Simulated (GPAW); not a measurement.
BAs (F-43m): refractive index against wavelength

The refractive index of BAs (F-43m) below the direct gap (3.29 eV on the mesh) is read from one computed spectrum, n = √(Re ε).

Symmetry: F-43m, No. 216, cubic system. The conventional cell has a = 4.777 Å, b = 4.777 Å, c = 4.777 Å, α = 90.00°, β = 90.00°, γ = 90.00°. As on site c is surrounded by 4 B at 2.07 Å. Around B on site a lie 4 As at 2.07 Å.

Method: GPAW 26.7.0, PBE, RPA, k-mesh 12×12×12, local fields up to 60 eV, Lorentzian half width 0.15 eV.

Launch of the response step: `OMP_NUM_THREADS=1 python df.py`. The run took 37 s, its band step included, on 1 thread of Arm Neoverse V2, on a shared host.

```
wavelength (nm)  photon energy E (eV)       n
           1550                 0.800  3.0956
           1310                 0.946  3.1079
           1064                 1.165       ?
            850                 1.459  3.1707
            700                 1.771  3.2267
            633                 1.959  3.2687
            532                 2.331  3.3755
```

In the single-oscillator model n² − 1 = E₀E_d/(E₀² − E²), so 1/(n² − 1) = E₀/E_d − E²/(E₀E_d) is linear in E².

Working, on the rows shown:

| x = E² (eV²) | y = 1/(n² − 1) |
| --- | --- |
| 0.639837 | 0.116513 |
| 0.895757 | 0.115486 |
| 2.12762 | 0.110456 |
| 3.13716 | 0.106252 |
| 3.83641 | 0.103259 |
| 5.43137 | 0.0962093 |

Means: x̄ = 2.678, ȳ = 0.10803. Σ(x − x̄)(y − ȳ) = -0.0708, Σ(x − x̄)² = 16.77. Slope = -0.0708 / 16.77 = -0.004223; intercept = ȳ − slope · x̄ = 0.11934. Turned back into n, the line misses the rows shown by at most 0.0031.

Q: Fill in the last column of the withheld row.

A: At x = 1.3578 the line gives y = 0.1136, that is 3.1309. The run gave 3.1308, so the interpolation is off by 9.4e-05, 0.0 % of the range in the table.

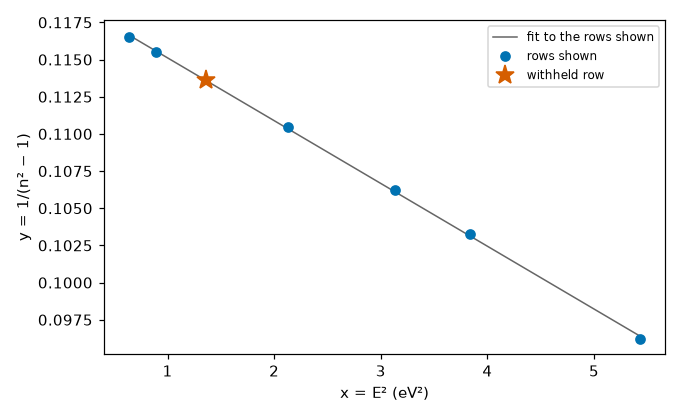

Refitted with all rows, the slope is -0.004223 and the intercept 0.11934. These give E₀ = √(intercept/−slope) = 5.32 eV and E_d = E₀/intercept = 44.5 eV; E₀ is 1.6 times the direct gap. The electronic limit at long wavelengths, without lattice vibrations, is n = √(1 + 1/intercept) = 3.063. Excitons are left out; PBE gaps are as a rule too small. The values come from a sum over the points of one k-mesh and carry its error, which grows as the direct gap shrinks. Spin-orbit coupling is left out.

[Logs are printed without paths, hosts, clocks, repeated set-up lines and the standing remarks that a program may print on its own settings, such as how far it seeks lower states.]
